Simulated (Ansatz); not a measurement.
# Geometry relaxation, with input and output: GaN

GaN (Fm-3m, 2 atoms in the cell), computed with DFT, PBE, plane-wave PAW, default files, scalar-relativistic, no spin polarisation (Ansatz 0.2.0).

The structure derives from an entry of the Crystallography Open Database.

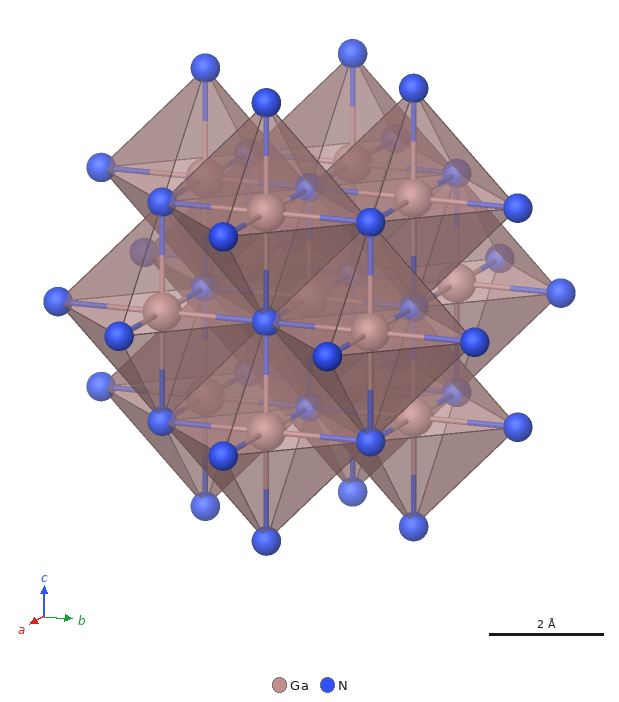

Figure 1. The structure as given in the input (polyhedral view of the cell 4 times as large as that of the calculation, set on its symmetry axes, seen slightly off an axis; polyhedra are completed across the faces of the cell).

The input:
```yaml
crystal:
  lattice:
    - [0.0, 1.9925, 1.9925]
    - [1.9925, 0.0, 1.9925]
    - [1.9925, 1.9925, 0.0]
  atoms:
    - { symbol: Ga, position: [0.5, 0.5, 0.5] }
    - { symbol: "N", position: [0.0, 0.0, 0.0] }
kpoints:
  mp_grid: { grid: [12, 12, 12] }
scf:
  occupations: { method: fermi_dirac, width: 0.02 }
hamiltonian:
  xc: pbe
  pseudopotentials: { kind: paw }
output:
  forces: true
  stress: true
  populations: true
  efg:
    quadrupole_moments_barn: { Ga: 0.107, "N": 0.02044 }
    contact_densities: true
relax:
  f_tol: 0.02
  max_steps: 60
```

Machine: 1 thread of an Arm (aarch64) CPU, shared host.

Launch command:
```bash
ansatz run input.yaml --threads 1 --pin off --max-ram 2560MiB --backend cpu --events-out ev --progress --plain --runs-dir out
```

The program's output:
```
Warning: output.stress: scf.convergence.dr2_threshold = 1e-7 eV (the SCF's general default) is looser than the 2e-10 eV advised for a printed stress (1e-10 eV for each atom of the cell: 2). What an SCF threshold leaves in a stress goes as its square root, and in the free energy as the threshold itself, and one threshold admits the most on a small cell: of the crystals measured, under no hybrid functional and no lock of the moments, on runs that ended without the residual-converged pass, on stresses that held no estimate of that error, the worst erred by over 100 MPa in a component at 1e-7 eV an atom and by under 5 at 1e-10. Every solve of this run answers to scf.convergence.dr2_threshold, and the tensor of one is reported: a single SCF on the reported geometry and on this run's grids (its basis.xc_grid and basis.ecutrho_ratio typed), with scf.convergence.dr2_threshold at 2e-10 eV or tighter, prints it and tightens no other solve. Else set scf.convergence.dr2_threshold to 2e-10 eV or tighter. The threshold is an SCF's pass mark: one that does not reach it within its budget of iterations ends unconverged, or closes short of it on a stop that the run arms, and scf.convergence.dr2_threshold's page says what that costs each kind of run
Engine: ansatz 0.2.0, aarch64-unknown-linux-gnu
Pseudopotentials: kind: paw
Pseudopotential: Ga, paw, valence charge 13, recommended cutoff 420 eV (normal), Ga.paw.azcp
Pseudopotential: N, paw, valence charge 5, recommended cutoff 420 eV (normal), N.paw.azcp
Functional definition: PBE
  parameter kappa = 0.804
  parameter beta = 0.06672455060314922
  exchange = pbe_x(kappa = kappa, mu = beta*pi^2/3)
  correlation = pbe_c(beta = beta)
Crystal: 2 atoms, lattice volume = 15.821 Å³
Basis set: ecut = 420 eV, 331 PW (Γ), exchange–correlation on 40×40×40 points (8 copies of the dense FFT grid, shifted against one another)
Bands: 13, of which v1, the nominal top of the filled ones, is band 9 counted from 1 (8 counted from 0)
Symmetry: 48 space group operations
Space group: Fm-3m (ITA 225), of the structure as read, at distance tolerance 2.5e-5 Å
k-points: 72 of 1728
Non-local potential: Ga, projectors of the file, l = 0: 2, l = 1: 2, l = 2: 3, l = 3: 1
Non-local potential: N, projectors of the file, l = 0: 2, l = 1: 2, l = 2: 1
PAW form: soft (Blöchl's): semilocal exchange-correlation on the pseudo side does not see the compensation charge
PAW one-centre angular grid: Ga, 590 points (default); XC on 64 Gauss nodes
PAW one-centre angular grid: N, 110 points (default); XC on 64 Gauss nodes
Initial density: superposition of atomic densities (neutral atoms: chi_scale 0, normalization atom), corrected by the library's trained network
Initial wavefunctions: pseudopotential atomic-orbital guess
Functional: x = pbe(κ = 0.804, μ = 0.2195149727645171), c = pbe(β = 0.06672455060314922)
SCF iter   1: F=—  HF=-4166.317811 eV  |F-HF|=—  |Δ(HF+E_count)|=         —  Δρ=3.35e-3  dr2=1.28e-3  ethr=1.77e-3  ⟨swp⟩=4.7  Hψ=4776  notcnv=0
preconditioner: auto → none  [insulator: Δε(μ)=1.800 eV  Ē_g=21.050 eV  σ=0.020 eV  W_gap=1.00  n_scr=8 (ndim 8)  ℏωp=39.6 eV  f_vac=0.000  D(μ)=0.00/eV (n_scr^D=0)  ε∞_Penn≈4.5]
SCF iter   2: F=—  HF=-4166.317449 eV  |F-HF|=—  |Δ(HF+E_count)|=   3.61e-4  Δρ=1.16e-3  dr2=7.36e-5  ethr=7.11e-6  ⟨swp⟩=2.7  Hψ=2367  notcnv=0
SCF iter   3: F=—  HF=-4166.317476 eV  |F-HF|=—  |Δ(HF+E_count)|=   2.64e-5  Δρ=5.39e-4  dr2=1.54e-5  ethr=4.09e-7  ⟨swp⟩=2.2  Hψ=1558  notcnv=0
SCF iter   4: F=—  HF=-4166.317490 eV  |F-HF|=—  |Δ(HF+E_count)|=   1.44e-5  Δρ=8.93e-5  dr2=9.65e-7  ethr=8.54e-8  ⟨swp⟩=2.9  Hψ=1615  notcnv=0
iter 5 did not close the SCF: its close was put off for the readings that it lacked (scf_convergence_deferred on its scf_iter line)
SCF iter   5: F=-4166.317489 eV  HF=-4166.317489 eV  |F-HF|=8.42e-9  |Δ(HF+E_count)|=   4.77e-7  Δρ=2.93e-5  dr2=5.80e-8  ethr=5.36e-9  ⟨swp⟩=2.0  Hψ=1523  notcnv=0
SCF iter   6: F=-4166.317489 eV  HF=-4166.317489 eV  |F-HF|=1.32e-10  |Δ(HF+E_count)|=   2.21e-8  Δρ=3.10e-6  dr2=1.02e-9  ethr=3.22e-10  ⟨swp⟩=2.1  Hψ=3256  notcnv=0
SCF 1 converged in 6 iterations: F = -4166.317489 eV  dr2 = 1.02e-9
  greatest PAW one-centre occupation: 0.998 electrons in one spin orbital (limit 2), on the Ga atom at site 0 (counted from 0), in its partial waves of l = 2
relax step   1: F+E_penalty+E_count = -4166.31748945 eV  Δ(F+E_penalty+E_count) = +0.000e0 eV  max|allowed force component| = 1.190e-29 eV/Å  Δτ_max = 0.0000 Å  (6 SCF iters, accepted)
```

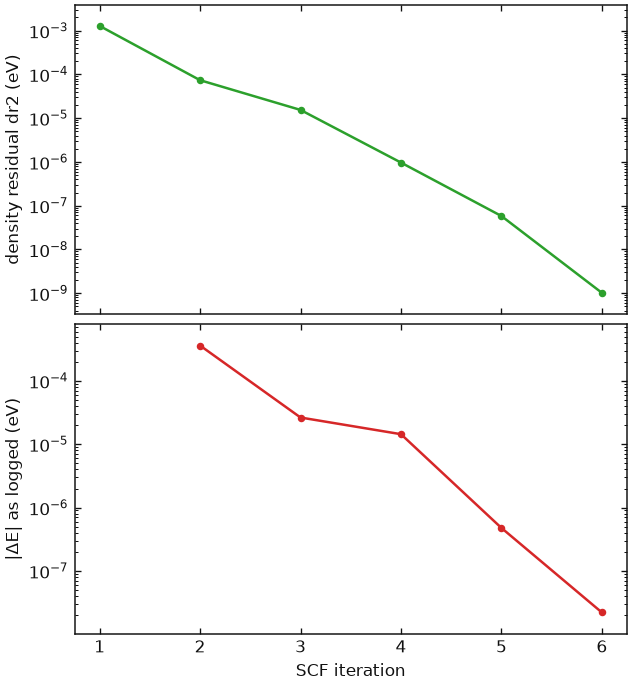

Figure 2. Convergence of the self-consistent field: density residual dr2 and size of the energy change against the SCF iteration. The residual falls at every step.

```
NSCF: frozen V_eff on 72 k-points
the band table was solved once a step of the walk had ended and its energy, with any forces and stress, was formed, with the checks that follow a solve (4953 applications of the Hamiltonian). They found nothing against the state; the energy, forces and stress were not computed again (output.eigenvalues in the input reference)
SCF converged after 6 iterations
Free energy (F): -4166.317489 eV
Harris-Foulkes:  -4166.317489 eV  (|F-HF|=1.32e-10)
Internal energy: -4166.317489 eV  (E = F + TS)
E sigma→0 (E₀):  -4166.317489 eV
Fermi energy:    17.517329 eV
--- Per-component energies (eV) ---
  E_band       = 103.113108
  E_kinetic    = 257.518730
  E_local      = -1515.931912  (includes V_loc(G=0)·N_el)
  E_nonlocal   = 478.816222
  E_hartree    = 732.368154
  E_xc         = -131.691279
  E_vxc        = -138.261821  (∫ρ·V_xc dr)
  E_paw        = -2124.425729  (= ΣΔE_a)
  E_vpaw       = -443.763202  (= ΣTr[D̂ρ^β])
  E_aug_tail   = 0.000106  (compensation charges beyond the density's cutoff)
  E_ewald      = -1862.971781
  E_smearing   = -0.000000  (= −TS)
  E_closure    = 0.000000  (closes the sum)
  Σ components = -4166.317489   (vs F -4166.317489, Δ=0.00e0)
--- Forces (eV/Å), atoms counted from 1 ---
  atom   1  Ga     0.00000000    -0.00000000    -0.00000000
  atom   2  N     -0.00000000     0.00000000    -0.00000000
  max |Σ_I F_I| component: 1.83e-29 eV/Å
--- Stress (GPa, compression-positive) ---
       69.107255       0.000000      -0.000000
       -0.000000      69.107255      -0.000000
       -0.000000      -0.000000      69.107255
  P = ⅓ Tr σ = 69.1073 GPa (691.073 kbar)
--- PAW observables at the nuclei: V_zz in 10²¹ V/m², potentials from the cell's mean, atoms counted from 1 ---
  atom   1  Ga V_zz =    +0.000000   η = 0.0000   by run symmetry: forbidden   C_q = +0.0000 MHz
            electrostatic potential = -4141.822003 V   contact ρ = 187389.151723 e/Å³
  atom   2  N  V_zz =    +0.000000   η = 0.0000   by run symmetry: forbidden   C_q = +0.0000 MHz
            electrostatic potential = -526.086601 V   contact ρ = 1413.812762 e/Å³
--- Band table (eV; the first three rows and the last of 72) ---
  k-point 0: bands = ["-2.6375", "2.4922", "2.4922", "2.4922", "2.6411", "2.6411", "15.8418", "15.8418", "15.8418", "21.0306", "32.2450", "32.2450", "32.2450"]
  k-point 1: bands = ["-2.4766", "2.4801", "2.5033", "2.5033", "2.6231", "2.6231", "15.0735", "15.8741", "15.8741", "21.6067", "30.1848", "32.0557", "32.0557"]
  k-point 2: bands = ["-2.0036", "2.4452", "2.4854", "2.4854", "2.6229", "2.6229", "13.3886", "15.9658", "15.9658", "22.6082", "28.3310", "30.8898", "30.8898"]
  k-point 71: bands = ["0.2473", "2.4525", "2.4525", "2.4733", "2.9393", "5.6846", "10.1755", "10.1755", "11.5223", "23.2434", "28.0056", "28.0056", "28.2613"]
--- Relaxed structure (1 steps of the walk, 1 accepted, 0 SCFs on fresh bases) ---
  F+E_penalty+E_count = -4166.31748945 eV   max|allowed force component| = 1.190e-29 eV/Å
  atoms:
    - { symbol: Ga, position: [0.5, 0.5, 0.5] }
    - { symbol: N, position: [0.0, 0.0, 0.0] }
--- Löwdin populations: 2 sites ---
  site symbol       q [e]
     0     Ga     12.1286
     1      N      5.8218
  spilling = 0.002758 (of n_electrons = 18.000000)
```

File populations.tsv:
```
# site	symbol	l	j	q
# orbitals = lowdin
# n_electrons = 18.000000
# spilling = 0.002758
0	Ga	0_4S	-	0.697565
0	Ga	1_4P	-	1.447350
0	Ga	2_3D	-	9.983663
1	N	0_2S	-	1.401113
1	N	1_2P	-	4.420662
```

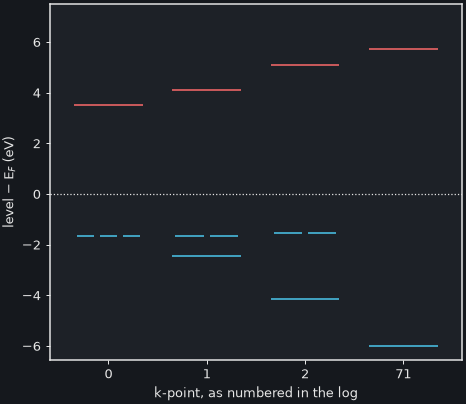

Figure 3. Kohn–Sham levels near the Fermi level (dotted) at the few k-points that the log prints; levels within 0.02 eV of each other stand side by side. Among these points the highest filled and lowest empty levels are 5.06 eV apart; the gap on the full mesh, 1.82 eV, has an edge at a point that isn't printed.

Key numbers:

| quantity | value |
| --- | --- |
| outcome | converged |
| space group (tolerance 0.01 Å) | Fm-3m (225) |
| electrons treated | 18 |
| free energy | −4166.3175 eV |
| Fermi energy | 17.517 eV |
| gap on the k-point mesh | 1.82 eV |
| pressure | 69.11 GPa |
| final volume | 15.82 Å³ |
| field gradient V_zz (10²¹ V/m²) | zero at all sites |
| largest force (length of the vector) | under 0.001 eV/Å |
| wall time | 3.1 s |
| peak memory | 0.34 GiB |

Notes:

The input already met the tolerances, so nothing moved. The program warns: the SCF threshold is looser than advised for the printed stress. The cell is under a pressure of 69 GPa at this level, so it is not at its equilibrium volume.

Notes:

The program warns: the SCF threshold is looser than advised for the printed stress. The cell is under a pressure of 69 GPa at this level, so it is not at its equilibrium volume.
